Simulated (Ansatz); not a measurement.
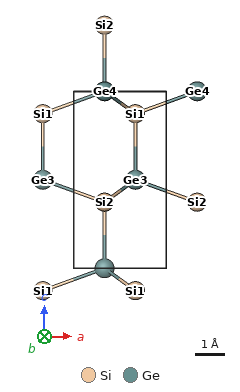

Starting structure of a crystal of SiGe (set up in P6_3mc). The picture is a ball-and-stick view of the cell of the calculation, seen along the b axis.

Case: relaxed at 18 GPa.

All numbers below come from Ansatz, DFT LDA, scalar-relativistic, plane waves, PAW.

Input
```yaml
crystal:
  lattice:
    - [3.7783651693, 0.0, 0.0]
    - [-1.8891825846, 3.2721602214, 0.0]
    - [0.0, 0.0, 6.2532114744]
  atoms:
    - { symbol: Si, position: [0.6666666667, 0.3333333333, 0.8742072789] }
    - { symbol: Si, position: [0.3333333333, 0.6666666667, 0.3742072789] }
    - { symbol: Ge, position: [0.6666666667, 0.3333333333, 0.5007917211] }
    - { symbol: Ge, position: [0.3333333333, 0.6666666667, 0.0007917211] }
basis:
  ecutwfc: 420
kpoints:
  mp_grid: { grid: [12, 12, 6] }
hamiltonian:
  xc: lda
scf:
  occupations: { method: gaussian, width: 0.01 }
output:
  forces: true
  stress: true
  eigenvalues: true
relax:
  adjacent_minimum: "off"
  f_tol: 0.001
  max_steps: 60
  cell: { stress_tol: 0.02, p_target: 18.0 }
```

Run as
```bash
ansatz run input.yaml --threads 1 --pin off --max-ram 3072MiB --backend cpu --events-out ev --progress --plain --runs-dir out
```

> Where does the relaxation end?

After 3 accepted moves (4 points after the start) the energy has risen by 114 meV per atom. With the target pressure of 18 GPa, the enthalpy E + pV changes by −55.4 meV per atom. The pressure goes from 6.99 to 17.99 GPa. At 1 point the geometry stayed and the basis and grid were re-selected for the new cell (energy shift of 0.3 meV per atom at most each time). No atom moves by more than 0.005 Å relative to the cell. The drawn cell changes as follows: a = b 3.778 → 3.674 Å (−2.8 %), c 6.253 → 6.096 Å (−2.5 %); the volume changes by −7.8 %. Some distances before and after: Si1–Ge3 2.335 → 2.271 Å, Si1–Ge4 2.321 → 2.259 Å. The space group stays P6_3mc (No. 186). Cost: 27 s on 1 thread of Intel(R) Xeon(R) 6975P-C (Granite Rapids), on a shared host, peak memory 0.43 GiB.

After the run, drawn alike:

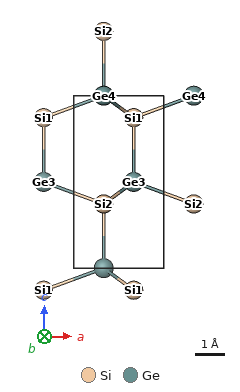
